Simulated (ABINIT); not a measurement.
Single-point calculation of SnO (part 1 of 2)

System: SnO (4 atoms in the cell).
Method: Kohn-Sham DFT of a periodic cell, BLYP, JTH PAW PBE v2.0, no spin polarisation (ABINIT 10.8.3).

The structure derives from a Materials Project entry.

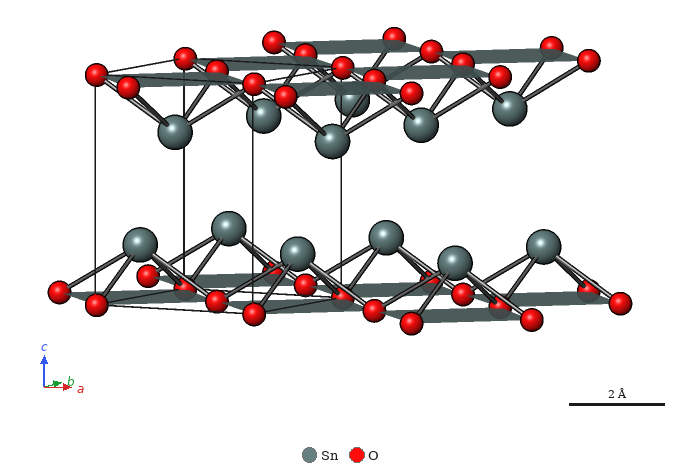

Figure 1. The input geometry (polyhedral view of the cell of the calculation, repeated 2 × 2 × 1, seen at an oblique angle; polyhedra are completed across the faces of the cell). An atom can appear more than once, as a periodic image.

The input
```
# Pseudopotentials
pp_dirpath "./"
pseudos "Sn.GGA_PBE-JTH.xml, O.GGA_PBE-JTH.xml"

# Structure
acell 3*1.0 Angstrom
rprim
     3.8136952200     0.0000000000     0.0000000000
     0.0000000000     3.8136952200     0.0000000000
     0.0000000000     0.0000000000     4.8869133000
ntypat 2
znucl 50 8
natom 4
typat 1 1 2 2
xred
     0.5091850000    -0.0043280000     0.7697660000
     0.0031930000     0.5007510000     0.2249020000
     0.0068460000     0.0034470000    -0.0019050000
     0.4935640000     0.4956290000    -0.0016140000
chkprim 0
chksymtnons 0
tolsym 1.0e-6

# Plane-wave basis
ecut 23.0
pawecutdg 45.0
pawxcdev 0

# k points
kptopt 1
ngkpt 2 2 2
nshiftk 1
shiftk 0.0 0.0 0.0

# Exchange and correlation
ixc -106131

# Bands and occupations
nband 24
occopt 6
tsmear 0.00367493

# SCF cycle
nstep 100
tolvrs 1.0e-9

# Output
iomode 3
prtwf 0
prtden 0
prteig 0
prtebands 0
prtvol 2
```

Run as:
```bash
abinit run.abi > log 2>&1
```

What the program printed
```
.Version 10.8.3 of ABINIT
 Symmetries : space group P1 (#  1); Bravais aP (primitive triclinic)
================================================================================
 Values of the parameters that define the memory need of the present run
     intxc =       0    ionmov =       0      iscf =      17    lmnmax =      18
     lnmax =       6     mgfft =      40  mpssoang =       3    mqgrid =    3001
     natom =       4  nloc_mem =       2    nspden =       1   nspinor =       1
    nsppol =       1      nsym =       1    n1xccc =       1    ntypat =       2
    occopt =       6   xclevel =       2
       mpw =        1274          nfft =       40960          nkpt =           8
 PAW method is used; the additional fine FFT grid is defined by:
   mgfftf=        60    nfftf =    121500
================================================================================
================================================================================

--------------------------------------------------------------------------------
------------- Echo of variables that govern the present computation ------------
--------------------------------------------------------------------------------
 -outvars: echo values of preprocessed input variables --------
            acell      1.8897261259E+00  1.8897261259E+00  1.8897261259E+00 Bohr
              amu      1.18710000E+02  1.59994000E+01
          chkprim           0
      chksymtnons           0
             ecut      2.30000000E+01 Hartree
              ixc     -106131
         kptrlatt        2    0    0      0    2    0      0    0    2
          kptrlen      1.44136790E+01
            natom           4
            nband          24
            ngfft          32      32      40
          ngfftdg          45      45      60
             nkpt           8
            nstep         100
             nsym           1
           ntypat           2
           occopt           6
        pawecutdg      4.50000000E+01 Hartree
         pawxcdev           0
           prtden           0
        prtebands           0
           prteig           0
           prtvol           2
            prtwf           0
            rprim      3.8136952200E+00  0.0000000000E+00  0.0000000000E+00
                       0.0000000000E+00  3.8136952200E+00  0.0000000000E+00
                       0.0000000000E+00  0.0000000000E+00  4.8869133000E+00
          spgroup           1
           tolsym      1.00000000E-06
           tolvrs      1.00000000E-09
           tsmear      3.67493000E-03 Hartree
            typat      1  1  2  2
           useylm           1
           xangst      1.9418764006E+00 -1.6505672912E-02  3.7617797033E+00
                       1.2177128837E-02  1.9097116951E+00  1.0990765750E+00
                       2.6108557476E-02  1.3145807423E-02 -9.3095698365E-03
                       1.8823026676E+00  1.8901779482E+00 -7.8874780662E-03
            xcart      3.6696145675E+00 -3.1191201328E-02  7.1087333852E+00
                       2.3011438503E-02  3.6088320832E+00  2.0769537181E+00
                       4.9338023172E-02  2.4841975734E-02 -1.7592537341E-02
                       3.5570365278E+00  3.5719186513E+00 -1.4905173369E-02
             xred      5.0918500000E-01 -4.3280000000E-03  7.6976600000E-01
                       3.1930000000E-03  5.0075100000E-01  2.2490200000E-01
                       6.8460000000E-03  3.4470000000E-03 -1.9050000000E-03
                       4.9356400000E-01  4.9562900000E-01 -1.6140000000E-03
            znucl       50.00000    8.00000

================================================================================

 chkinp: Checking input parameters for consistency.

================================================================================
== DATASET  1 ==================================================================

--- !DatasetInfo
iteration_state: {dtset: 1, }
dimensions: {natom: 4, nkpt: 8, mband: 24, nsppol: 1, nspinor: 1, nspden: 1, mpw: 1274, }
cutoff_energies: {ecut:  23.0, pawecutdg:  45.0, }
electrons: {nelect:   4.00000000E+01, charge:   0.00000000E+00, occopt:   6.00000000E+00, tsmear:   3.67493000E-03, }
meta: {optdriver: 0, ionmov: 0, optcell: 0, iscf: 17, paral_kgb: 0, }
...

 Real(R)+Recip(G) space primitive vectors, cartesian coordinates (Bohr,Bohr^-1):
 R(1)=  7.2068395  0.0000000  0.0000000  G(1)=  0.1387571  0.0000000  0.0000000
 R(2)=  0.0000000  7.2068395  0.0000000  G(2)=  0.0000000  0.1387571  0.0000000
 R(3)=  0.0000000  0.0000000  9.2349277  G(3)=  0.0000000  0.0000000  0.1082846
 Unit cell volume ucvol=  4.7964862E+02 bohr^3
 Angles (23,13,12)=  9.00000000E+01  9.00000000E+01  9.00000000E+01 degrees

 Coarse grid specifications (used for wave-functions):

 getcut: wavevector=  0.0000  0.0000  0.0000  ngfft=  32  32  40
         ecut(hartree)=     23.000   => boxcut(ratio)=   2.00631

 Fine grid specifications (used for densities):

 getcut: wavevector=  0.0000  0.0000  0.0000  ngfft=  45  45  60
         ecut(hartree)=     45.000   => boxcut(ratio)=   2.02179

--- Pseudopotential description ------------------------------------------------
- pspini: atom type   1  psp file is ./Sn.GGA_PBE-JTH.xml
 Pseudopotential format is: paw10
 basis_size (lnmax)=  6 (lmn_size= 18), orbitals=   0   0   1   1   2   2
 Spheres core radius: rc_sph= 2.51086398
 Shapefunction is BESSEL type: shapef(r,l)=aa(1,l)*jl(q(1,l)*r)+aa(2,l)*jl(q(2,l)*r)
 Radius for shape functions =  1.40702157
 Compensation charge density is not taken into account in XC energy/potential

- pspini: atom type   2  psp file is ./O.GGA_PBE-JTH.xml
 Pseudopotential format is: paw10
 basis_size (lnmax)=  4 (lmn_size=  8), orbitals=   0   0   1   1
 Spheres core radius: rc_sph= 1.41465230
 Shapefunction is SIN type: shapef(r)=[sin(pi*r/rshp)/(pi*r/rshp)]**2
 Radius for shape functions =  1.20231231
 Compensation charge density is not taken into account in XC energy/potential

   2.42505719E+03                                ecore*ucvol(ha*bohr**3)
--------------------------------------------------------------------------------

================================================================================

--- !BeginCycle
iteration_state: {dtset: 1, }
solver: {iscf: 17, nstep: 100, nline: 4, wfoptalg: 10, }
tolerances: {tolvrs: 1.00E-09, }
...

     iter   Etot(hartree)      deltaE(h)  residm     nres2
 ETOT  1  -171.51624792475    -1.715E+02 4.114E-01 3.921E+01
 ETOT  2  -171.60166313827    -8.542E-02 4.064E-02 1.935E+01
 ETOT  3  -171.57621441777     2.545E-02 1.145E-02 9.495E-01
 ETOT  4  -171.57624223472    -2.782E-05 2.434E-02 9.619E-02
 ETOT  5  -171.57608195335     1.603E-04 4.270E-03 6.662E-03
 ETOT  6  -171.57612409874    -4.215E-05 3.004E-03 3.541E-03
 ETOT  7  -171.57611949748     4.601E-06 5.283E-04 9.671E-04
 ETOT  8  -171.57611832621     1.171E-06 5.213E-04 1.954E-05
 ETOT  9  -171.57611844015    -1.139E-07 3.062E-04 4.601E-06
 ETOT 10  -171.57611846518    -2.503E-08 3.498E-04 7.950E-07
 ETOT 11  -171.57611846867    -3.494E-09 2.413E-04 2.376E-07
 ETOT 12  -171.57611846867     5.201E-12 2.586E-04 8.581E-08
 ETOT 13  -171.57611846862     4.880E-11 1.807E-04 1.142E-08
 ETOT 14  -171.57611846864    -2.362E-11 1.824E-04 4.710E-09
 ETOT 15  -171.57611846864     6.111E-12 1.268E-04 1.716E-09
 ETOT 16  -171.57611846863     2.132E-12 1.547E-04 6.577E-11

 At SCF step   16       nres2   =  6.58E-11 < tolvrs=  1.00E-09 =>converged.

 Cartesian components of stress tensor (hartree/bohr^3)
  sigma(1 1)= -3.55539652E-04  sigma(3 2)=  1.93970083E-06
  sigma(2 2)= -3.52039875E-04  sigma(3 1)=  3.04670307E-06
  sigma(3 3)= -2.65636107E-04  sigma(2 1)= -1.11790967E-06

--- !ResultsGS
iteration_state: {dtset: 1, }
comment   : Summary of ground state results
lattice_vectors:
- [  7.2068395,   0.0000000,   0.0000000, ]
- [  0.0000000,   7.2068395,   0.0000000, ]
- [  0.0000000,   0.0000000,   9.2349277, ]
lattice_lengths: [   7.20684,    7.20684,    9.23493, ]
lattice_angles: [ 90.000,  90.000,  90.000, ] # degrees, (23, 13, 12)
lattice_volume:   4.7964862E+02
convergence: {deltae:  2.132E-12, res2:  6.577E-11, residm:  1.547E-04, diffor: null, }
etotal    :  -1.71576118E+02
entropy   :   0.00000000E+00
fermie    :   2.47822447E-01
cartesian_stress_tensor: # hartree/bohr^3
- [ -3.55539652E-04,  -1.11790967E-06,   3.04670307E-06, ]
- [ -1.11790967E-06,  -3.52039875E-04,   1.93970083E-06, ]
- [  3.04670307E-06,   1.93970083E-06,  -2.65636107E-04, ]
pressure_GPa:   9.5443E+00
xred      :
- [  5.0918E-01,  -4.3280E-03,   7.6977E-01, Sn]
- [  3.1930E-03,   5.0075E-01,   2.2490E-01, Sn]
- [  6.8460E-03,   3.4470E-03,  -1.9050E-03,  O]
- [  4.9356E-01,   4.9563E-01,  -1.6140E-03,  O]
cartesian_forces: # hartree/bohr
- [ -2.15416853E-03,   4.77090519E-04,  -2.10640320E-02, ]
- [ -1.92061501E-03,   1.38486680E-04,   2.27349242E-02, ]
- [ -4.04647686E-03,  -3.70347626E-03,  -5.37838783E-04, ]
- [  8.12126041E-03,   3.08789906E-03,  -1.13305340E-03, ]
force_length_stats: {min:   5.51171316E-03, max:   2.28163257E-02, mean:   1.45673439E-02, }
...

 Integrated electronic density in atomic spheres:
 ------------------------------------------------
 Atom  Sphere_radius  Integrated_density
    1        2.51086         11.92177278
    2        2.51086         11.92966752
    3        1.41465          4.58072942
    4        1.41465          4.58131794

================================================================================

 ----iterations are completed or convergence reached----
```
